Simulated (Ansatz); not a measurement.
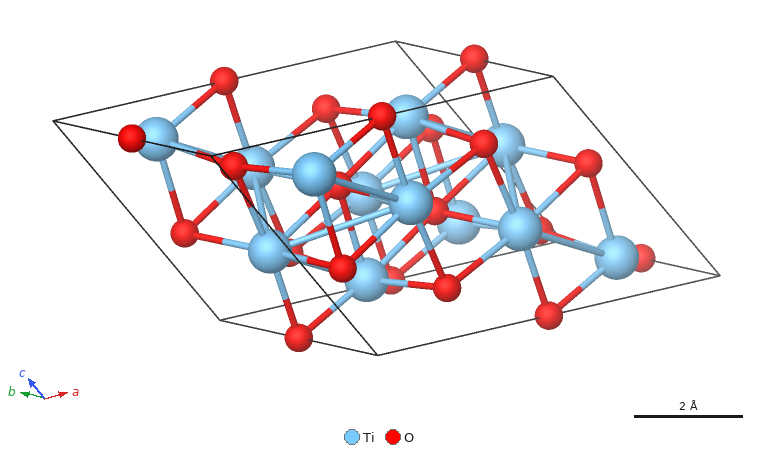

A ball-and-stick rendering, viewed from a general direction. Thin lines show the conventional unit cell, with boundary atoms drawn in all their periodic places. Cell: a = 9.140 Å, b = 4.123 Å, c = 6.380 Å, α = 90.00°, β = 134.27°, γ = 90.00°.

Give a description of the structure.

Composition: Ti₄O₅. The structure has C2/m (No. 12) symmetry and a base-centred monoclinic lattice. One cell contains 8 Ti, 10 O, 18 atoms in all. With all contacts inside bonding distance counted, the coordination numbers are Ti 10 and O 4 to 5 (mean 4.8). Not all metal-metal contacts are counted.

The model was built from a structure listed in the Materials Project. The cell was then strained or its atoms displaced on purpose. Ansatz was used for an electronic-structure calculation on it.

At this level of theory the run's own cell isn't at rest (compressed, at 7 GPa), so its distances can differ from those at equilibrium, the more so the softer the solid.
